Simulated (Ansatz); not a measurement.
# Li5SbCl2 (built on the sites of a database entry of Li5NCl2): following an unstable mode, part 2 of 3

Aim: this structure of Li5SbCl2 (built on the sites of a database entry of Li5NCl2) is to be tested for unstable modes, and one is followed downhill.

Ansatz 0.2.0; DFT PBEsol, scalar-relativistic, plane waves, PAW.

So far. Step 4 (The mode frozen in, largest atomic shift 0.45 Å): The run ends at a pressure of 0.56 GPa, with forces up to 0.081 eV/Å. Step 5 (Energy along the mode, all amplitudes (two of the runs …): The lowest of the steps tried is at 0.45 Å, 5.53 meV/atom below the parent; the bottom of the well need not coincide with a step.

The structure was built from a prototype and need not be the compound's stable phase.

### 6. Relaxing from the distorted cell

Starting from the lowest point found, all atoms and the cell are let go, so that strain and other modes of the same symmetry can join in.

File input.yaml:

```yaml
crystal:
  lattice:
    - [2.2304986503, 1.2877789962, 9.3537562555]
    - [-2.2304986503, 1.2877789962, 9.3537562555]
    - [0.0, -2.5755579923, 9.3537562555]
  atoms:
    - { symbol: Li, position: [0.3991256955, 0.5, 0.6008743045] }
    - { symbol: Li, position: [0.8652878839, 0.9076767893, 0.9500656947] }
    - { symbol: Li, position: [0.0499343053, 0.0923232107, 0.1347121161] }
    - { symbol: Li, position: [0.6877625966, 0.6887073702, 0.6896521438] }
    - { symbol: Li, position: [0.3103478562, 0.3112926298, 0.3122374034] }
    - { symbol: Sb, position: [0.0005147622, 0.0, -0.0005147622] }
    - { symbol: Cl, position: [0.2249948685, 0.2075215019, 0.1900481352] }
    - { symbol: Cl, position: [0.8099518648, 0.7924784981, 0.7750051315] }
kpoints:
  mp_grid: { grid: [9, 9, 9] }
hamiltonian:
  xc: pbesol
scf:
  occupations: { method: methfessel_paxton, width: 0.2 }
output:
  forces: true
  stress: true
  eigenvalues: true
relax:
  adjacent_minimum: "off"
  f_tol: 0.002
  max_steps: 120
  cell: { stress_tol: 0.03 }
```

Run with:

```
> ansatz run input.yaml --threads 8 --pin off --max-ram 14336MiB --backend cpu --events-out ev --progress --plain --runs-dir out
```

Numbers of over 12 decimals in the logs are rounded to 6 here.

Output:

```text
[...]
Crystal: 8 atoms, lattice volume = 161.206 Å³
Basis set: ecut = 420 eV, 3163 PW (Γ), FFT grids on a1−a3, a2−a3, a3, exchange–correlation on 60×60×144 points (8 copies of the dense FFT grid, shifted against one another)
Bands: 30, of which v1, the nominal top of the filled ones, is band 22 counted from 1 (21 counted from 0)
Symmetry: 2 space group operations
[...]
k-points: 205 of 729 (time reversal used)
[...]
SCF iter   1: F=—  HF=-9552.978102 eV  |F-HF|=—  |Δ(HF+E_count)|=         —  Δρ=4.02e-3  dr2=1.82e-1  ethr=1.77e-3  ⟨swp⟩=7.4  Hψ=30348  notcnv=0
[...]
SCF iter   8: F=-9552.912790 eV  HF=-9552.912790 eV  |F-HF|=2.78e-8  |Δ(HF+E_count)|=   2.04e-7  S|Δr|=    0.00e0  Δρ=4.59e-6  dr2=7.65e-8  ethr=2.27e-10  ⟨swp⟩=9.6  Hψ=32117  notcnv=0
SCF 1 converged in 8 iterations: F = -9552.912790 eV  dr2 = 7.65e-8
[...]
relax step   1: F+E_penalty+E_count = -9552.91279044 eV  Δ(F+E_penalty+E_count) = +0.000e0 eV  max|allowed force component| = 6.100e-2 eV/Å  Δτ_max = 0.0000 Å  P = +0.557 GPa  Ω = 161.206 Å³  (8 SCF iters, dr2 threshold 1.00e-7 eV, accepted)
Crystal: 8 atoms, lattice volume = 167.380 Å³
Basis set: ecut = 420 eV, 3297 PW (Γ), FFT grids on a1−a3, a2−a3, a3, exchange–correlation on 60×60×144 points (8 copies of the dense FFT grid, shifted against one another)
[...]
iter 1 solved again at ethr=3.49e-4 eV; its pass at ethr=3.10e-3 eV (dr2=1.54e-1 eV) is discarded
[...]
SCF iter   6: F=-9552.940173 eV  HF=-9552.940173 eV  |F-HF|=1.07e-7  |Δ(HF+E_count)|=   3.55e-6  S|Δr|=    0.00e0  Δρ=1.76e-5  dr2=6.68e-7  ethr=1.82e-9  ⟨swp⟩=10.3  Hψ=31791  notcnv=0
SCF 2 converged in 6 iterations: F = -9552.940173 eV  dr2 = 6.68e-7
relax step   2: F+E_penalty+E_count = -9552.94017295 eV  Δ(F+E_penalty+E_count) = -2.738e-2 eV  max|allowed force component| = 1.041e-1 eV/Å  Δτ_max = 0.0845 Å  P = -0.012 GPa  Ω = 167.380 Å³  energy of the carried Pulay correction = -2.860e-4 eV  (6 SCF iters, dr2 threshold 8.00e-7 eV, accepted)
Crystal: 8 atoms, lattice volume = 170.558 Å³
Basis set: ecut = 420 eV, 3363 PW (Γ), FFT grids on a1−a3, a2−a3, a3, exchange–correlation on 60×60×144 points (8 copies of the dense FFT grid, shifted against one another)
[...]
SCF iter   8: F=-9552.964189 eV  HF=-9552.964189 eV  |F-HF|=1.87e-7  |Δ(HF+E_count)|=   1.13e-6  S|Δr|=    0.00e0  Δρ=9.60e-6  dr2=2.49e-7  ethr=1.54e-9  ⟨swp⟩=7.9  Hψ=27515  notcnv=0
SCF 3 converged in 8 iterations: F = -9552.964189 eV  dr2 = 2.49e-7
relax step   3: F+E_penalty+E_count = -9552.96418911 eV  Δ(F+E_penalty+E_count) = -2.402e-2 eV  max|allowed force component| = 1.040e-1 eV/Å  Δτ_max = 0.0861 Å  P = -0.256 GPa  Ω = 170.558 Å³  energy of the carried Pulay correction = -4.291e-4 eV  (8 SCF iters, dr2 threshold 6.78e-7 eV, accepted)
[... from here on, the SCF cycles and remarks between the steps are left out ...]
relax step   4: F+E_penalty+E_count = -9553.00961468 eV  Δ(F+E_penalty+E_count) = -4.543e-2 eV  max|allowed force component| = 5.825e-2 eV/Å  Δτ_max = 0.1933 Å  P = -0.276 GPa  Ω = 174.017 Å³  energy of the carried Pulay correction = -5.817e-4 eV  (8 SCF iters, dr2 threshold 8.00e-7 eV, accepted)
relax step   5: F+E_penalty+E_count = -9553.02713243 eV  Δ(F+E_penalty+E_count) = -1.752e-2 eV  max|allowed force component| = 8.563e-2 eV/Å  Δτ_max = 0.1930 Å  P = +0.223 GPa  Ω = 172.700 Å³  energy of the carried Pulay correction = -5.239e-4 eV  (7 SCF iters, dr2 threshold 3.16e-7 eV, accepted)
relax step   6: F+E_penalty+E_count = -9553.04121938 eV  Δ(F+E_penalty+E_count) = -1.409e-2 eV  max|allowed force component| = 1.010e-1 eV/Å  Δτ_max = 0.1949 Å  P = -0.057 GPa  Ω = 174.258 Å³  energy of the carried Pulay correction = -5.922e-4 eV  (9 SCF iters, dr2 threshold 6.22e-7 eV, accepted)
relax step   7: F+E_penalty+E_count = -9553.06830076 eV  Δ(F+E_penalty+E_count) = -2.708e-2 eV  max|allowed force component| = 8.488e-2 eV/Å  Δτ_max = 0.1967 Å  P = -0.162 GPa  Ω = 172.604 Å³  energy of the carried Pulay correction = -5.197e-4 eV  (6 SCF iters, dr2 threshold 6.37e-7 eV, accepted)
relax step   8: F+E_penalty+E_count = -9553.10041740 eV  Δ(F+E_penalty+E_count) = -3.212e-2 eV  max|allowed force component| = 6.024e-2 eV/Å  Δτ_max = 0.1901 Å  P = -0.179 GPa  Ω = 169.967 Å³  energy of the carried Pulay correction = -4.027e-4 eV  (6 SCF iters, dr2 threshold 4.50e-7 eV, accepted)
relax step   9: F+E_penalty+E_count = -9553.14142151 eV  Δ(F+E_penalty+E_count) = -4.100e-2 eV  max|allowed force component| = 8.981e-2 eV/Å  Δτ_max = 0.1950 Å  P = -0.270 GPa  Ω = 167.764 Å³  energy of the carried Pulay correction = -3.034e-4 eV  (6 SCF iters, dr2 threshold 3.54e-7 eV, accepted)
relax step  10: F+E_penalty+E_count = -9553.22056237 eV  Δ(F+E_penalty+E_count) = -7.914e-2 eV  max|allowed force component| = 1.127e-1 eV/Å  Δτ_max = 0.1955 Å  P = -0.405 GPa  Ω = 163.999 Å³  energy of the carried Pulay correction = -1.307e-4 eV  (6 SCF iters, dr2 threshold 6.58e-7 eV, accepted)
relax step  11: F+E_penalty+E_count = -9553.29336514 eV  Δ(F+E_penalty+E_count) = -7.280e-2 eV  max|allowed force component| = 1.388e-1 eV/Å  Δτ_max = 0.1950 Å  P = -0.243 GPa  Ω = 160.375 Å³  energy of the carried Pulay correction = +3.933e-5 eV  (6 SCF iters, dr2 threshold 8.00e-7 eV, accepted)
relax step  12: F+E_penalty+E_count = -9553.34708878 eV  Δ(F+E_penalty+E_count) = -5.372e-2 eV  max|allowed force component| = 1.461e-1 eV/Å  Δτ_max = 0.1940 Å  P = +0.011 GPa  Ω = 156.804 Å³  energy of the carried Pulay correction = +2.107e-4 eV  (6 SCF iters, dr2 threshold 8.00e-7 eV, accepted)
relax step  13: F+E_penalty+E_count = -9553.32182906 eV  Δ(F+E_penalty+E_count) = +2.526e-2 eV  max|allowed force component| = 1.503e-1 eV/Å  Δτ_max = 0.1560 Å  P = +1.039 GPa  Ω = 149.830 Å³  energy of the carried Pulay correction = +5.567e-4 eV  (6 SCF iters, dr2 threshold 8.00e-7 eV, rejected (line search))
relax step  14: F+E_penalty+E_count = -9553.38551969 eV  Δ(F+E_penalty+E_count) = -3.843e-2 eV  max|allowed force component| = 3.821e-2 eV/Å  Δτ_max = 0.0859 Å  P = +0.100 GPa  Ω = 154.783 Å³  energy of the carried Pulay correction = +3.094e-4 eV  (10 SCF iters, accepted)
relax step  15: F+E_penalty+E_count = -9553.40656643 eV  Δ(F+E_penalty+E_count) = -2.105e-2 eV  max|allowed force component| = 4.998e-2 eV/Å  Δτ_max = 0.1000 Å  P = +0.052 GPa  Ω = 154.393 Å³  energy of the carried Pulay correction = +3.286e-4 eV  (6 SCF iters, dr2 threshold 6.37e-7 eV, accepted)
relax step  16: F+E_penalty+E_count = -9553.41158517 eV  Δ(F+E_penalty+E_count) = -5.019e-3 eV  max|allowed force component| = 2.154e-1 eV/Å  Δτ_max = 0.1445 Å  P = -0.004 GPa  Ω = 153.145 Å³  energy of the carried Pulay correction = +3.903e-4 eV  (6 SCF iters, dr2 threshold 4.14e-7 eV, accepted)
relax step  17: F+E_penalty+E_count = -9553.40647122 eV  Δ(F+E_penalty+E_count) = +5.114e-3 eV  max|allowed force component| = 1.515e-1 eV/Å  Δτ_max = 0.1094 Å  P = +0.178 GPa  Ω = 151.827 Å³  energy of the carried Pulay correction = +4.560e-4 eV  (6 SCF iters, dr2 threshold 8.00e-7 eV, rejected (line search))
relax step  18: F+E_penalty+E_count = -9553.42494964 eV  Δ(F+E_penalty+E_count) = -1.336e-2 eV  max|allowed force component| = 3.517e-2 eV/Å  Δτ_max = 0.0547 Å  P = -0.001 GPa  Ω = 152.638 Å³  energy of the carried Pulay correction = +4.155e-4 eV  (10 SCF iters, accepted)
relax step  19: F+E_penalty+E_count = -9553.42759078 eV  Δ(F+E_penalty+E_count) = -2.641e-3 eV  max|allowed force component| = 4.193e-2 eV/Å  Δτ_max = 0.0539 Å  P = +0.132 GPa  Ω = 151.650 Å³  energy of the carried Pulay correction = +4.649e-4 eV  (6 SCF iters, dr2 threshold 7.73e-8 eV, accepted)
relax step  20: F+E_penalty+E_count = -9553.42917030 eV  Δ(F+E_penalty+E_count) = -1.580e-3 eV  max|allowed force component| = 1.004e-2 eV/Å  Δτ_max = 0.0229 Å  P = +0.072 GPa  Ω = 151.745 Å³  energy of the carried Pulay correction = +4.602e-4 eV  (5 SCF iters, dr2 threshold 2.62e-7 eV, accepted)
relax step  21: F+E_penalty+E_count = -9553.42973328 eV  Δ(F+E_penalty+E_count) = -5.630e-4 eV  max|allowed force component| = 8.164e-3 eV/Å  Δτ_max = 0.0084 Å  P = +0.024 GPa  Ω = 151.920 Å³  energy of the carried Pulay correction = +4.513e-4 eV  (5 SCF iters, dr2 threshold 7.93e-8 eV, accepted)
relax step  22: F+E_penalty+E_count = -9553.43012852 eV  Δ(F+E_penalty+E_count) = -3.952e-4 eV  max|allowed force component| = 2.724e-3 eV/Å  Δτ_max = 0.0126 Å  P = +0.004 GPa  Ω = 152.218 Å³  energy of the carried Pulay correction = +4.365e-4 eV  (6 SCF iters, dr2 threshold 1.73e-8 eV, accepted)
relax step  23: F+E_penalty+E_count = -9553.43012659 eV  Δ(F+E_penalty+E_count) = +1.937e-6 eV  max|allowed force component| = 4.184e-3 eV/Å  Δτ_max = 0.0099 Å  P = -0.006 GPa  Ω = 152.311 Å³  energy of the carried Pulay correction = +4.318e-4 eV  (6 SCF iters, dr2 threshold 4.64e-10 eV, accepted)
relax step  24: F+E_penalty+E_count = -9553.43008422 eV  Δ(F+E_penalty+E_count) = +4.236e-5 eV  max|allowed force component| = 2.001e-2 eV/Å  Δτ_max = 0.0088 Å  P = +0.012 GPa  Ω = 152.250 Å³  energy of the carried Pulay correction = +4.349e-4 eV  (5 SCF iters, dr2 threshold 5.98e-9 eV, rejected (line search))
relax step  25: F+E_penalty+E_count = -9553.43016903 eV  Δ(F+E_penalty+E_count) = -4.245e-5 eV  max|allowed force component| = 8.776e-3 eV/Å  Δτ_max = 0.0019 Å  P = +0.003 GPa  Ω = 152.246 Å³  energy of the carried Pulay correction = +4.351e-4 eV  (7 SCF iters, accepted)
relax step  26: F+E_penalty+E_count = -9553.43018858 eV  Δ(F+E_penalty+E_count) = -1.954e-5 eV  max|allowed force component| = 3.645e-4 eV/Å  Δτ_max = 0.0021 Å  P = +0.002 GPa  Ω = 152.264 Å³  energy of the carried Pulay correction = +4.342e-4 eV  (5 SCF iters, dr2 threshold 4.81e-9 eV, accepted)
Basis set: ecut = 420 eV, 2981 PW (Γ), FFT grids on a1−a3, a2−a3, a3, exchange–correlation on 64×60×144 points (8 copies of the dense FFT grid, shifted against one another)
[...]
SCF iter   6: F=-9553.429795 eV  HF=-9553.429795 eV  |F-HF|=3.64e-12  |Δ(HF+E_count)|=  1.46e-11  S|Δr|=    0.00e0  Δρ=6.27e-8  dr2=1.33e-11  ethr=1.00e-12  ⟨swp⟩=6.9  Hψ=26753  notcnv=0
SCF 27 converged in 6 iterations: F = -9553.429795 eV  dr2 = 1.33e-11
relax step  27: F+E_penalty+E_count = -9553.42979537 eV  Δ(F+E_penalty+E_count) = +3.932e-4 eV  max|allowed force component| = 3.492e-4 eV/Å  Δτ_max = 0.0000 Å  P = +0.001 GPa  Ω = 152.264 Å³  stress off target by 3.71e-3 GPa  SCF on the basis re-selected at this cell (its energy is not comparable with the rows above)  (6 SCF iters)
basis re-selected at this cell: Δ(F+E_penalty+E_count) = +3.932e-4 eV, ΔP = -0.001 GPa vs the last step (what re-selecting the basis moved, of the pressure what is left beyond the Pulay correction that the steps carried, after the strain that the cell walked since its last selection, with what the two solves' SCF thresholds leave and, on support functions, any second-order correction that the steps lacked; it is no measure of the basis error at this ecutwfc). The dense FFT grid was sized anew with the basis: this SCF ran on 32×30×72 points, the steps before it on 30×30×72, so part of this shift can come from that change (see relax.cell in the input reference). [rest of the remark cut]
SCF converged after 6 iterations
[...]
Free energy (F): -9553.429795 eV
[...]
Internal energy: -9553.429997 eV  (E = F + TS)
E sigma→0 (E₀):  -9553.429846 eV
Entropy (-TS):   0.000202 eV (0.025 meV/atom)
Fermi energy:    5.384326 eV
Step filling:    the computed levels leave a gap of 0.6506 eV = 3.3 smearing widths at the electron count; against every level under it full and every level over it empty, smearing changes F+E_penalty+E_count by +0.030 meV and its σ→0 estimate by -0.020 meV
[...]
--- Forces (eV/Å), atoms counted from 1 ---
  atom   1  Li    -0.00004958    -0.00008587     0.00000000
  atom   2  Li     0.00004796    -0.00010251    -0.00008010
  atom   3  Li    -0.00011275    -0.00000972     0.00008010
  atom   4  Li     0.00027825    -0.00000262    -0.00011425
  atom   5  Li    -0.00014139     0.00023967     0.00011425
  atom   6  Sb    -0.00000376    -0.00000651     0.00000000
  atom   7  Cl    -0.00000118    -0.00002157     0.00034924
  atom   8  Cl    -0.00001809    -0.00001181    -0.00034924
  max |Σ_I F_I| component: 9.41e-7 eV/Å
--- Stress (GPa, compression-positive) ---
        0.000787       0.000607       0.002625
        0.000607       0.001487      -0.001516
        0.002627      -0.001516       0.000909
  P = ⅓ Tr σ = 0.0011 GPa (0.011 kbar)
--- Band table (eV; the first three rows and the last of 205) ---
  k-point 0: bands = [... 18 lower, 0.3897, 3.1487, 4.6810, 4.9995, 5.6502, 6.6208, 7.6430, 7.8952, ... 4 higher]
  k-point 1: bands = [... 18 lower, 0.3370, 3.1415, 4.0689, 4.6888, 5.8688, 6.8763, 7.9770, 8.2322, ... 4 higher]
  k-point 2: bands = [... 18 lower, 0.2549, 2.8346, 3.3115, 4.2321, 6.3787, 7.2771, 7.7186, 8.6065, ... 4 higher]
  k-point 204: bands = [... 18 lower, 0.1708, 1.4952, 3.0636, 3.5092, 6.1750, 7.5529, 7.7106, 8.5220, ... 4 higher]
--- Relaxed structure (26 steps of the walk, 23 accepted, 1 SCFs on fresh bases) ---
  F+E_penalty+E_count = -9553.42979537 eV   max|allowed force component| = 3.492e-4 eV/Å   (the final SCF, on the basis selected at the relaxed cell)
  cell:  # Å, volume = 152.2642 Å³
    - [2.884657, 0.973411, 9.339736]
    - [-1.408529, 0.813215, 9.009793]
    - [0.599330, -2.984892, 9.339736]
  atoms:
    - { symbol: Li, position: [0.260630, 0.500000, 0.739370] }
    - { symbol: Li, position: [0.874629, 0.462038, 1.456826] }
    - { symbol: Li, position: [-0.456826, 0.537962, 0.125371] }
    - { symbol: Li, position: [0.839792, 0.756321, 0.498969] }
    - { symbol: Li, position: [0.501031, 0.243679, 0.160208] }
    - { symbol: Sb, position: [0.162581, -5.677514372531535e-17, -0.162581] }
    - { symbol: Cl, position: [0.388513, 0.029135, 0.222432] }
    - { symbol: Cl, position: [0.777568, 0.970865, 0.611487] }
```

Elapsed: 7.1 min, on 8 threads of Arm Neoverse V1, shared host; peak memory 1.3 GiB; 56 min of CPU time.

Step by step (22 of 27):

| step | energy less that of the first step (eV) | largest force component (eV/Å) | pressure (GPa) | volume (Å³) |
| --- | --- | --- | --- | --- |
| 1 | 0.0000 | 0.0610 | 0.56 | 161.21 |
| 2 | -0.0274 | 0.1041 | -0.01 | 167.38 |
| 3 | -0.0514 | 0.1040 | -0.26 | 170.56 |
| 5 | -0.1143 | 0.0856 | 0.22 | 172.70 |
| 6 | -0.1284 | 0.1010 | -0.06 | 174.26 |
| 7 | -0.1555 | 0.0849 | -0.16 | 172.60 |
| 8 | -0.1876 | 0.0602 | -0.18 | 169.97 |
| 10 | -0.3078 | 0.1127 | -0.40 | 164.00 |
| 11 | -0.3806 | 0.1388 | -0.24 | 160.37 |
| 12 | -0.4343 | 0.1461 | 0.01 | 156.80 |
| 13 | -0.4090 | 0.1503 | 1.04 | 149.83 |
| 15 | -0.4938 | 0.0500 | 0.05 | 154.39 |
| 16 | -0.4988 | 0.2154 | 0.00 | 153.14 |
| 17 | -0.4937 | 0.1515 | 0.18 | 151.83 |
| 18 | -0.5122 | 0.0352 | 0.00 | 152.64 |
| 20 | -0.5164 | 0.0100 | 0.07 | 151.74 |
| 21 | -0.5169 | 0.0082 | 0.02 | 151.92 |
| 22 | -0.5173 | 0.0027 | 0.00 | 152.22 |
| 23 | -0.5173 | 0.0042 | -0.01 | 152.31 |
| 25 | -0.5174 | 0.0088 | 0.00 | 152.25 |
| 26 | -0.5174 | 0.0004 | 0.00 | 152.26 |
| 27* | -0.5170 | 0.0003 | 0.00 | 152.26 |

Relaxation steps marked * repeat the geometry before them on a plane-wave basis chosen anew for their cell, so energy and pressure can jump there. Other such steps can lie between the rows shown. Relaxation steps 13, 17, 24 were tried and not accepted.

The run keeps the 2 symmetry operations that it works with, so distortions that break them were not tested.

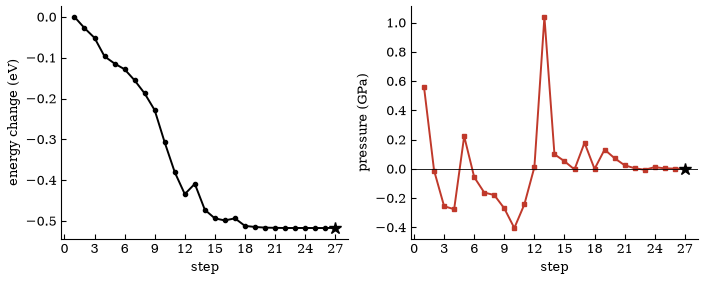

Energy and pressure along the relaxation. Stars mark steps on a basis chosen anew.

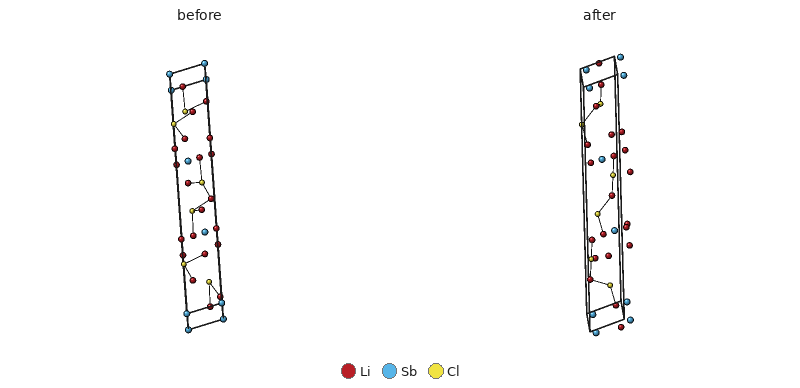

Before and after, at one scale. Bonds to atoms that aren't drawn are left out.

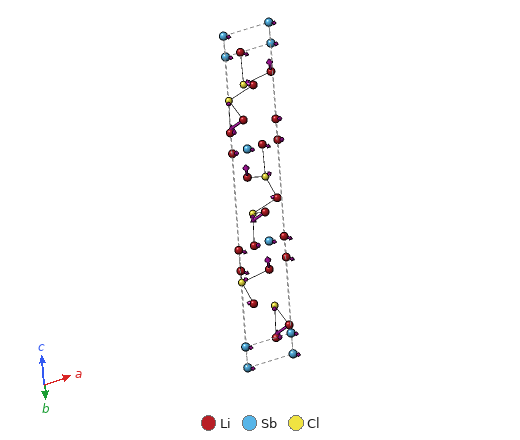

Displacements in the relaxation, scaled, measured against the changing cell; the longest in the cell stands for 2.25 Å. Bonds to atoms that aren't drawn are left out. Some periodic images of atoms are drawn too.

| cell as run | before | after | change |
| --- | --- | --- | --- |
| a (Å) | 9.702 | 9.823 | +1.3 % |
| b (Å) | 9.702 | 9.155 | -5.6 % |
| c (Å) | 9.702 | 9.823 | +1.3 % |
| α (°) | 26.58 | 25.94 | -2.4 % |
| β (°) | 26.58 | 26.91 | +1.2 % |
| γ (°) | 26.58 | 25.94 | -2.4 % |
| volume (Å³/atom) | 20.15 | 19.03 | -5.5 % |

The atoms that moved most (Å, as changes of fractional coordinates times the final cell):

| atom | dx | dy | dz | length |
| --- | --- | --- | --- | --- |
| Li3 | -2.095 | -0.103 | -0.805 | 2.247 |
| Li2 | 0.958 | -1.866 | 0.805 | 2.247 |
| Li4 | 0.229 | 0.772 | 0.248 | 0.843 |
| Li5 | 0.554 | 0.584 | -0.248 | 0.843 |
| Cl7 | 0.742 | -0.083 | 0.222 | 0.779 |
| Cl8 | -0.443 | 0.602 | -0.222 | 0.779 |
| Sb6 | 0.370 | 0.642 | 0.000 | 0.741 |
| Li1 | -0.317 | -0.548 | 0.000 | 0.633 |

Numbers from this step:

- pressure: 0.001061 GPa
- volume per atom: 19.03 Å³
- gap on the k-mesh: 0.6506 eV

The distorted start has space group C2; the relaxation ends in C2.

### 7. The new phase in its own primitive cell

The relaxed structure is symmetrised, reduced to its primitive cell and relaxed tightly, as its phonons need.

File input.yaml:

```yaml
crystal:
  lattice:
    - [3.6528416687, -2.2853269214, 0.0]
    - [3.6528416687, 2.2853269214, 0.0]
    - [-0.8059717715, 0.0, 9.1198713931]
  atoms:
    - { symbol: Li, position: [0.7393701207, 0.2606298793, 0.5] }
    - { symbol: Li, position: [0.4568256788, 0.8746289896, 0.7934929727] }
    - { symbol: Li, position: [0.1253710104, 0.5431743212, 0.2065070273] }
    - { symbol: Li, position: [0.4989688187, 0.8397924334, 0.0950826167] }
    - { symbol: Li, position: [0.1602075666, 0.5010311813, 0.9049173833] }
    - { symbol: Sb, position: [0.837418631, 0.162581369, 0.0] }
    - { symbol: Cl, position: [0.2224317147, 0.388513374, 0.6400798914] }
    - { symbol: Cl, position: [0.611486626, 0.7775682853, 0.3599201086] }
kpoints:
  mp_grid: { grid: [6, 6, 4] }
hamiltonian:
  xc: pbesol
scf:
  occupations: { method: fixed }
output:
  forces: true
  stress: true
  eigenvalues: true
relax:
  adjacent_minimum: "off"
  f_tol: 0.001
  max_steps: 60
  cell: { stress_tol: 0.01 }
```

Output:

```text
[...]
Crystal: 8 atoms, lattice volume = 152.264 Å³
Basis set: ecut = 420 eV, 2981 PW (Γ), exchange–correlation on 60×60×128 points (8 copies of the dense FFT grid, shifted against one another)
Bands: 30, of which v1, the nominal top of the filled ones, is band 22 counted from 1 (21 counted from 0)
Symmetry: 2 space group operations
[...]
k-points: 47 of 144 (time reversal used)
[...]
atoms:
    - { symbol: Li, position: [0.739471, 0.260529, 0.500000] }
    - { symbol: Li, position: [0.456658, 0.874748, 0.793475] }
    - { symbol: Li, position: [0.125252, 0.543342, 0.206525] }
    - { symbol: Li, position: [0.498983, 0.839811, 0.095007] }
    - { symbol: Li, position: [0.160189, 0.501017, 0.904993] }
    - { symbol: Sb, position: [0.837490, 0.162510, 0] }
    - { symbol: Cl, position: [0.222529, 0.388491, 0.640083] }
    - { symbol: Cl, position: [0.611509, 0.777471, 0.359917] }
[key lines of the parts left out:]
SCF converged after 5 iterations
Free energy (F): -9553.425686 eV
Fermi energy:    4.995877 eV
P = ⅓ Tr σ = 0.0001 GPa (0.001 kbar)
```

Run time: 18 s. Hardware: 8 threads; peak memory 0.65 GiB; 2.3 min of CPU time.

Little changed from the start: no atom moved by 0.005 Å and no cell edge by 0.1 %.

This step gave:

```
pressure           : 1.29e-4 GPa
gap on the k-mesh  : 0.6531 eV
volume per atom    : 19.04 Å³
direct gap on mesh : 0.6531 eV
```

The largest force component left is 0.41 meV/Å and the pressure is 0.000 GPa, within the tolerances set. The cell now holds 19.04 Å³/atom.

[end of part 2 of 3]

[Logs are printed without paths, hosts, clocks, repeated set-up lines and the standing remarks that a program may print on its own settings, such as how far it seeks lower states.]

[Hosts, paths, dates, database ids (printed as entryN), source tags and the programs' standing remarks are cut or masked in the printed files.]
